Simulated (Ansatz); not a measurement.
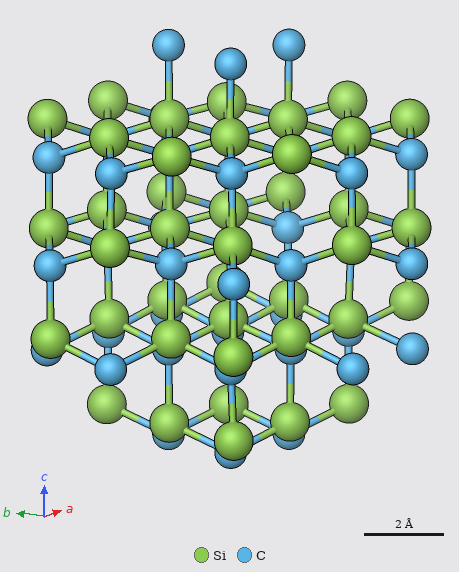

A defect cell of composition Si46C48 (cell charge −1), before the relaxation. Style: ball-and-stick. Shown: the atoms within 5.8 Å of the atom that moves most (axes of the cell of the calculation (origin shifted)), from a free direction.

The atoms of the start lie slightly off their symmetric places, so part of the fall in energy undoes that.

All numbers below come from DFT, PBEsol, PAW, plane waves (Ansatz 0.2.0).

(plane-wave cutoff 420 eV; k-point mesh 1 × 1 × 1; mesh shifted by (0.25, 0.25, 0.25); collinear spin; atoms relaxed in a fixed cell; force threshold 0.03 eV/Å; at most 80 steps)

```xyz
94
Lattice="9.2342 0.0000 0.0000 0.0000 10.6627 0.0000 0.0000 0.0000 10.0759" Properties=species:S:1:pos:R:3 pbc="T T T"
Si    0.0167    0.0111    5.0431
Si    3.0698    0.0118    5.0416
Si    1.5409    2.6720    5.0695
Si    0.0128    5.3005    5.0628
Si    6.1748   10.6574    5.0300
Si    4.6195    2.6415    5.0378
Si    1.5342    7.9812    5.0387
Si    7.6944    2.6499    5.0267
Si    6.1748    5.3377    5.0394
Si    4.6507    7.9960    5.0311
Si    7.6592    8.0046    5.0191
Si    9.2164    1.8027    2.5273
Si    1.5208    4.4337    2.5338
Si    9.2312    7.0944    2.4972
Si    6.1254    1.8215    2.5106
Si    4.6129    4.4870    2.5155
Si    3.0778    7.1279    2.5081
Si    1.5697    9.7709    2.5384
Si    7.6864    4.4170    2.5031
Si    6.1655    7.0837    2.5450
Si    4.6210    9.7706    2.5404
Si    7.6819    9.7520    2.5057
Si    1.5087    0.8782    7.5746
Si    9.2223    3.5623    7.5976
Si    4.6415    0.8496    7.5588
Si    3.0776    3.5360    7.5804
Si    1.5510    6.2419    7.5568
Si    9.2158    8.8967    7.5481
Si    7.7060    0.9215    7.5666
Si    6.1535    3.5471    7.5464
Si    4.6063    6.2410    7.5341
Si    3.0878    8.8600    7.5579
Si    7.6784    6.2129    7.5411
Si    6.1159    8.8671    7.5173
Si    0.0164   10.6579    0.0082
Si    3.0692    0.0116    0.0018
Si    1.5243    2.6838    0.0002
Si    0.0328    5.2862    0.0005
Si    6.1550    0.0103    0.0288
Si    4.6313    2.6665    0.0231
Si    3.0852    5.3359    0.0125
Si    1.5559    8.0145   10.0678
Si    7.7040    2.6623   10.0658
Si    6.1682    5.3248   10.0735
Si    4.6160    7.9752   10.0700
Si    7.7217    7.9974   10.0302
C     9.1951    0.0305    1.8978
C     3.0914   10.6395    1.8790
C     1.5579    2.6522    1.8562
C     9.2214    5.3467    1.8657
C     6.1507   10.6385    1.8803
C     4.6188    2.6130    1.8995
C     3.0892    5.3149    1.9129
C     1.5267    8.0176    1.9058
C     7.6988    2.6911    1.8805
C     6.1484    5.3317    1.8961
C     4.6159    7.9994    1.8703
C     7.6990    8.0070    1.8612
C     9.2159   10.6507    6.8896
C     3.0498    0.0053    6.9148
C     1.5355    2.6731    6.9325
C     0.0346    5.3435    6.9282
C     6.1631    0.0357    6.9358
C     4.6250    2.6433    6.9405
C     3.0922    5.2984    6.9182
C     1.5200    7.9956    6.9327
C     7.6531    2.6335    6.9398
C     6.1650    5.3360    6.8939
C     4.6290    7.9930    6.9199
C     7.6995    7.9855    6.9440
C     9.2239    1.7629    4.4151
C     3.0882    1.7811    4.4188
C     1.5233    4.4403    4.3899
C     0.0081    7.0977    4.4353
C     6.1036    1.7524    4.4123
C     4.6285    4.4073    4.4317
C     3.1060    7.0649    4.3823
C     1.5400    9.8067    4.3997
C     7.7106    4.4207    4.3829
C     6.1406    7.0955    4.4152
C     4.5763    9.8292    4.4337
C     7.6711    9.7600    4.4040
C     1.5271    0.8691    9.4401
C     0.0148    3.5944    9.3929
C     4.6184    0.8876    9.4649
C     3.0644    3.5602    9.4338
C     1.5713    6.2264    9.4516
C     9.2278    8.8683    9.4788
C     7.7456    0.8986    9.4264
C     6.1133    3.5334    9.4810
C     4.5926    6.2046    9.4701
C     3.0432    8.8597    9.4753
C     7.7151    6.2203    9.4596
C     6.1890    8.9041    9.4320
```

> Where does the relaxation end?

After 4 geometry steps the energy has fallen by 2.590 eV per cell of the calculation. Largest force component: 2.1 eV/Å at the start, 0.0057 eV/Å at the end. C77 moves most: 0.20 Å roughly along [0 3 −1]. Largest moves by element: C 0.20 Å, Si 0.06 Å. The cell doesn't change. Among the contacts that change: Si16–C52 1.973 → 1.845 Å, Si7–C77 1.934 → 1.844 Å, Si18–C47 1.962 → 1.884 Å, Si10–C77 1.917 → 1.842 Å. Among the angles between lasting bonds that change: C53–Si17–C77 106.2° → 113.9°, Si3–C73–Si4 108.0° → 115.4°, Si27–C65–Si31 106.9° → 113.7°. The program noted that the starting moments weren't kept.

The end point in the same view:

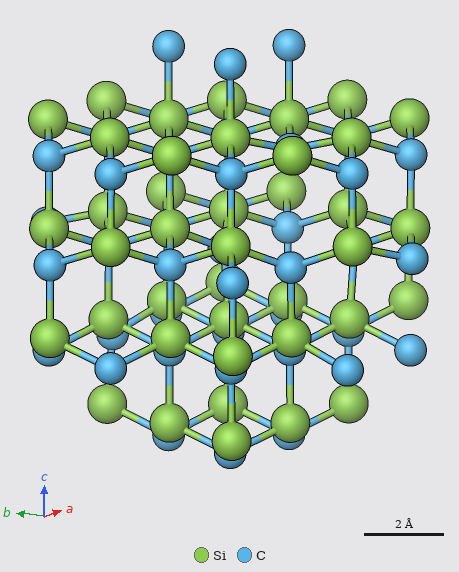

Limits of the set-up: the cell is charged, on a uniform background, and energies carry no finite-size correction.
